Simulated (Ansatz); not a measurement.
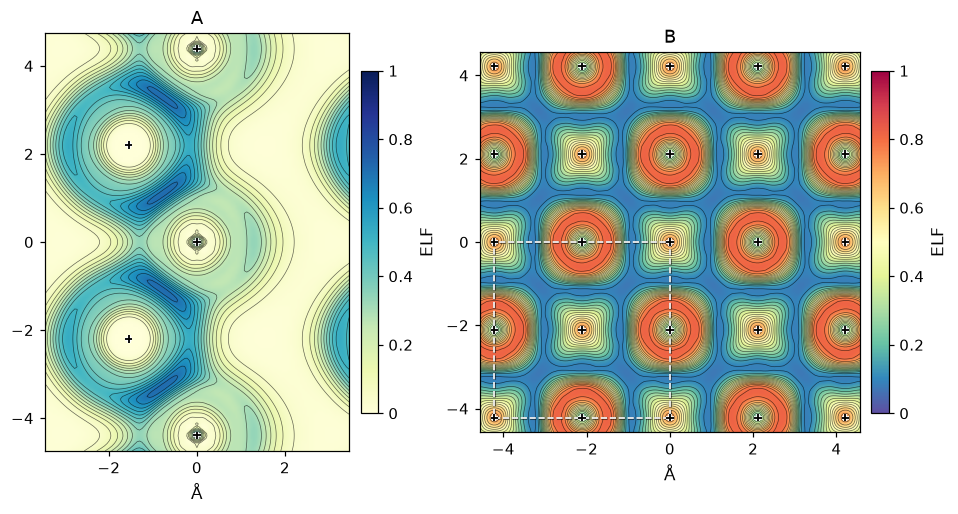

The electron localisation function of 2 systems, each on a plane through atoms (crosses mark nuclei in the plane).

All numbers below come from Ansatz, DFT PBE, scalar-relativistic, plane waves, PAW.

System 1: GaSb, the (101) plane of the conventional cell. Space group F-43m.

```cif
data_structure
_symmetry_space_group_name_H-M 'P 1'
_symmetry_Int_Tables_number 1
_cell_length_a 6.2138
_cell_length_b 6.2138
_cell_length_c 6.2138
_cell_angle_alpha 90.000
_cell_angle_beta 90.000
_cell_angle_gamma 90.000
_cell_volume 239.93
loop_
_atom_site_label
_atom_site_type_symbol
_atom_site_fract_x
_atom_site_fract_y
_atom_site_fract_z
_atom_site_occupancy
Ga1 Ga 0.50000 0.50000 0.00000 1
Ga2 Ga 0.00000 0.50000 0.50000 1
Ga3 Ga 0.00000 0.00000 0.00000 1
Ga4 Ga 0.50000 0.00000 0.50000 1
Sb1 Sb 0.75000 0.75000 0.25000 1
Sb2 Sb 0.25000 0.75000 0.75000 1
Sb3 Sb 0.25000 0.25000 0.25000 1
Sb4 Sb 0.75000 0.25000 0.75000 1
```

System 2: NiO, the (010) plane of the conventional cell. Space group Fm-3m; spin-polarised.

Question: Which map belongs to which system?

Answer: Panel A is system 1, GaSb: the plane holds Ga and Sb. Ga–Sb (2.69 Å): the ELF peaks at about 0.70 between the atoms. Panel B is system 2, NiO: the plane holds Ni and O. Ni–O (2.11 Å): the ELF peaks at about 0.80 in the valence shell of O, 0.6 Å from its nucleus, and is about 0.15 at the midpoint; no shared electron pair shows on this line.
